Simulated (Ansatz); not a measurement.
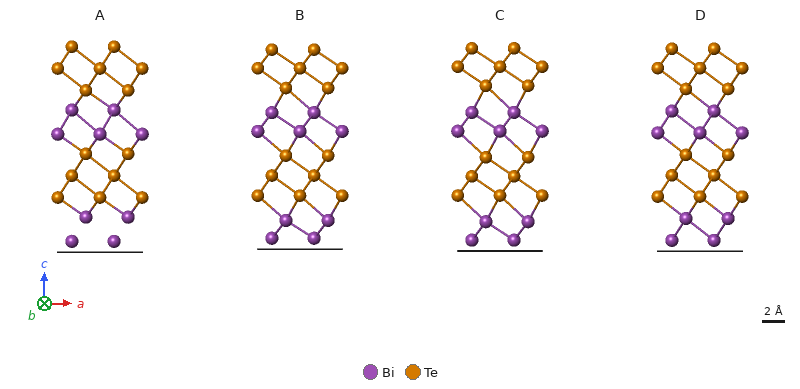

4 geometries from one relaxation of a slab of composition Bi₂Te₃ (cut from the R3m phase), in shuffled order. A ball-and-stick model of the 2 × 1 repeat of the cell, outlined in the plane, without the vacuum, seen along the b axis.

Case: (0 0 1) slab, atoms relaxed. The slab is the (0 0 1) face of Bi2Te3.

All numbers below come from Ansatz, DFT PBE, scalar-relativistic, plane waves, PAW. (plane-wave cutoff 420 eV; k-point mesh 9 × 9 × 1; occupations gaussian; smearing width 0.1 eV; no spin polarisation; dipole correction; atoms relaxed in a fixed cell; force threshold 0.02 eV/Å; at most 60 steps)

### Put them in the order of the run, from the start to the converged end.

A, D, B, C. They are steps 0, 1, 2, 5, at +1.176 eV per cell of the calculation, +0.431 eV per cell of the calculation, +67.3 meV per cell of the calculation relative to the last. A Te atom moves most relative to the layer's centre: 0.42 Å along the normal (+c). By element the largest moves are Te 0.42 Å, Bi 0.42 Å. The lattice vectors keep their values. Among the contacts that change: Bi–Te 3.149 → 3.557 Å, Bi–Te 3.149 → 3.526 Å, Bi–Bi 3.404 → 3.086 Å, Te–Te 3.269 → 3.083 Å. Bond angles that change, for instance: Te–Bi–Te 90.5° → 78.7°, Bi–Te–Bi 90.5° → 78.9°, Bi–Bi–Bi 82.1° → 92.1°. Over 5 geometry steps the energy falls by 1.176 eV per cell of the calculation. Largest force component: 1.3 eV/Å at the start, 0.016 eV/Å at the end. The run took 3.1 min on 1 thread of AMD EPYC 9R45 96-Core Processor (Zen 5), with other jobs on the host, peak memory 1 GiB.
